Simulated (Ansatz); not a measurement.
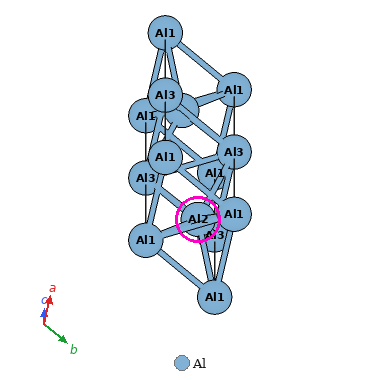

Four computed energy maps of cells of Al. The picture above is the structure of the first map.

Map 1

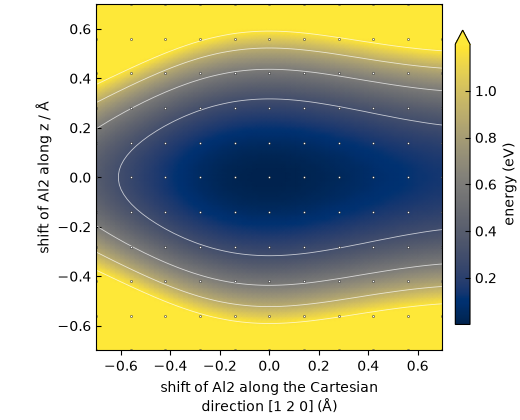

Al (P6_3/mmc, No. 194; 4 atoms in the cell). One atom moved over a plane, all else fixed (x along [1 0 0], y along [1 2 0], z along [0 0 1] of the conventional cell). The first coordinate is: shift of Al2 along the Cartesian direction [1 2 0]; the second: shift of Al2 along z. Nothing is relaxed (all other atoms fixed). The scan uses an 11 × 11 grid; 66 points were computed and 55 follow by symmetry. Points are written as (first, second). Energies are in eV per cell, from the lowest grid point. The calculation used Ansatz, DFT PBE+D3(BJ), scalar-relativistic, plane waves, PAW. Settings: cutoff 420 eV, k-mesh 18×18×4 in the order of the run's cell vectors, gaussian smearing 0.15 eV, no spin polarisation.

The picture shows a smooth colour map with a few white contour lines, dots at the grid points, one colour for all values above the top of the scale. Between grid points the surface is interpolated.

Map 2

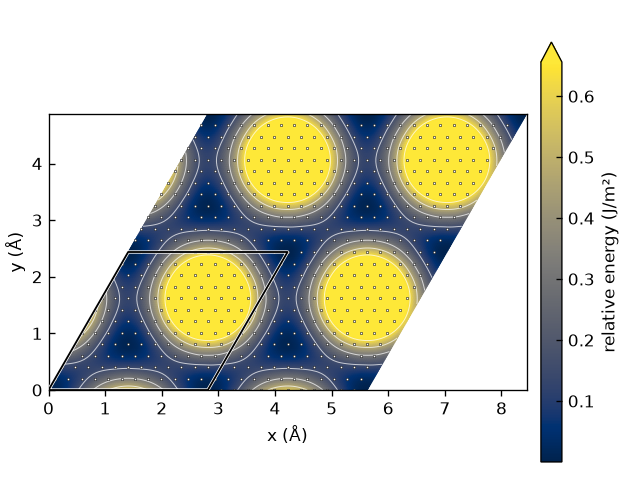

Al (P6_3/mmc, No. 194; 8 atoms in the cell). Gamma surface: rigid slide across a plane, one fault a cell; the plane is (0 0 1) of the conventional cell. Places are given modulo a cell vector. The map is drawn in real space over the plane of the slide. Nothing is relaxed (rigid halves, spacing across the cut fixed). The scan uses a 12 × 12 grid; 31 points were computed and 113 follow by symmetry. Energies are in J/m², from the lowest grid point. This map comes from Ansatz 0.2.0, DFT PBE+D3(BJ), scalar-relativistic, plane waves, PAW. Settings: cutoff 420 eV, k-mesh 16×16×2 in the order of the run's cell vectors, gaussian smearing 0.15 eV, no spin polarisation.

Drawn: a smooth colour map with a few white contour lines, dots at the grid points, the outline of one cell of the 2 × 2 shown, one colour for all values above the top of the scale. Between grid points the surface is interpolated.

Map 3

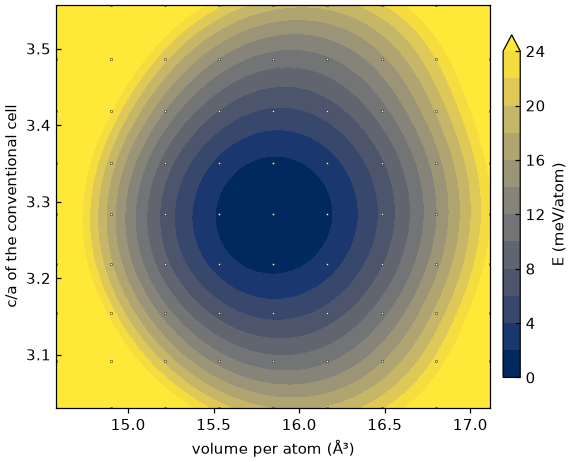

Al (P6_3/mmc, No. 194; 4 atoms in the cell). The energy is mapped over volume and the cell's shape. The first coordinate is: volume per atom; the second: c/a of the conventional cell. Nothing is relaxed (symmetry fixes all fractional coordinates). The scan uses a 9 × 9 grid. Points are written as (first, second). Energies are in meV/atom, from the lowest grid point. Theory: Ansatz 0.2.0, DFT PBE+D3(BJ), scalar-relativistic, plane waves, PAW. Settings: cutoff 420 eV, k-mesh 18×18×6 in the order of the run's cell vectors, gaussian smearing 0.15 eV, no spin polarisation.

In the figure: filled contours, dots at the grid points, one colour for all values above the top of the scale. Between grid points the surface is interpolated.

Map 4

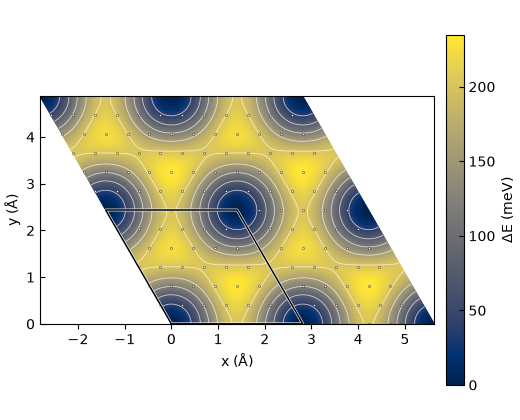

H on an Al(001) slab cut from the P6_3/mmc phase, its upper half relaxed before the scan (36 atoms of substrate and one adsorbate in a 2 × 2 cell). H is moved over the surface cell at a fixed height above a rigid substrate; the origin of the map has the adsorbate above Al33; the height is held at 2.50 Å. Places are given modulo a cell vector. The map is drawn in real space over the plane of the surface. The scan uses a 6 × 6 grid; 10 points were computed and 26 follow by symmetry. Places are given in fractions of the 1 × 1 surface cell. Energies: meV, counted from the lowest grid point. The runs have no spin polarisation, so an open-shell adsorbate far from the surface lies too high. At a fixed height the lowest place need not be the adsorption site. Computed with DFT PBE+D3(BJ), scalar-relativistic, plane waves, PAW in Ansatz 0.2.0. Settings: cutoff 420 eV, k-mesh 6×6×1, gaussian smearing 0.1 eV, no spin polarisation.

The picture shows a smooth colour map with a few white contour lines, dots at the grid points, the outline of one cell of the 2 × 2 shown. Between grid points the surface is interpolated.

**Summarise the maps one by one.**

Map 1: The lowest grid point is at (0.00 Å, 0.00 Å). It is the only kind of minimum in the scanned range. The highest grid point, (−0.70 Å, −0.70 Å), lies 3.81 eV above the lowest. Near the minimum the curvatures are about 1.3 and 5.6 eV/Å² along the soft and the stiff direction.
Map 2: The lowest grid point is at (0/12, 0/12) of the cell vectors. There is a further well near (4/12, 4/12) of the cell vectors (0.009 J/m² above the lowest at that grid point). These are metastable stacking faults of the rigid slide. The highest grid point, (8/12, 8/12) of the cell vectors, lies 1.33 J/m² above the lowest. On the interpolated surface the easiest way out of the lowest well to the well at (4/12, 4/12) of the cell vectors passes a barrier of about 0.13 J/m².
Map 3: The lowest grid point is at (15.848 Å³, 3.283). No other kind of well shows on this grid. The highest grid point, (14.580 Å³, 3.558), lies 58.6 meV/atom above the lowest. Round the minimum the two coordinates are nearly uncoupled.
Map 4: The lowest grid point is at the top site over a surface Al atom, (0/6, 0/6) of the cell vectors. No other kind of well shows on this grid. The highest grid point, a threefold hollow over a second-layer Al atom, (4/6, 2/6) of the cell vectors, lies 235 meV above the lowest. On the interpolated surface the easiest way out of the lowest well to its copy in the next cell or period passes a barrier of about 200 meV. At the lowest point the adsorbate has 1 Al at 2.50 Å as nearest neighbours, at the highest 3 Al at 2.98 Å.

**Maps 1, 2, 3 start from a relaxed reference structure. Do they show a way to lower its energy?**

No. In each of them the reference is the lowest point, within the accuracy of the grid, so it is stable against the distortions scanned (other distortions weren't tried).

PAW datasets: the set soft_1.
